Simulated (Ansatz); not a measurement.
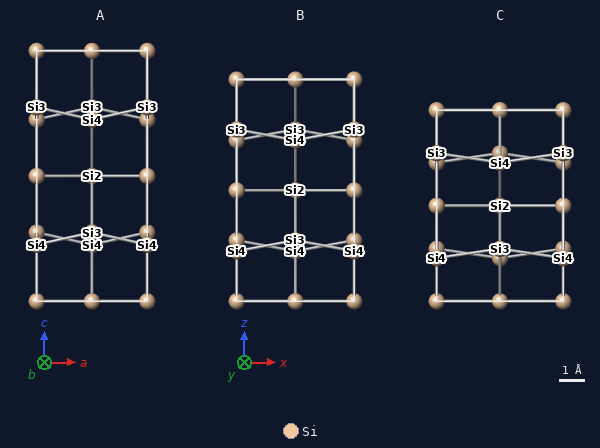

A scan of solid Si (Fmmm): the ratio of the cell's length along z to its lengths across, counted as 1 for the reference, is changed at fixed volume (a c/a path), with the atoms kept at their fractional coordinates. x, y and z are the Cartesian axes of the input. Style: ball-and-stick. Shown: the conventional cell (4 times the calculation's cell), along the b axis. Lengths and directions refer to the drawn axes.

Computed with Ansatz, DFT LDA, scalar-relativistic, plane waves, PAW. (plane-wave cutoff 420 eV; k-point mesh 16 × 16 × 16; occupations gaussian; smearing width 0.15 eV; no spin polarisation). Energies (free energies at the smearing named) are counted from the relaxed crystal.

Rank the frames from lowest to highest energy.

Lowest first: B (the relative ratio 1.00, 0.0 meV/atom), A (the relative ratio 1.20, 130.8 meV/atom), C (the relative ratio 0.80, 153.6 meV/atom). Over the whole scan: the lowest computed point lies at the relative ratio 1.00 (0.0 meV/atom). At the ends of the scan the energy is 153.6 meV/atom (0.80) and 130.8 meV/atom (1.20). The distortion keeps the space group Fmmm. At the relative ratio 0.80 the cell of the drawing goes a 4.864 → 5.240 Å, b 5.295 → 5.704 Å, c 9.177 → 7.909 Å.
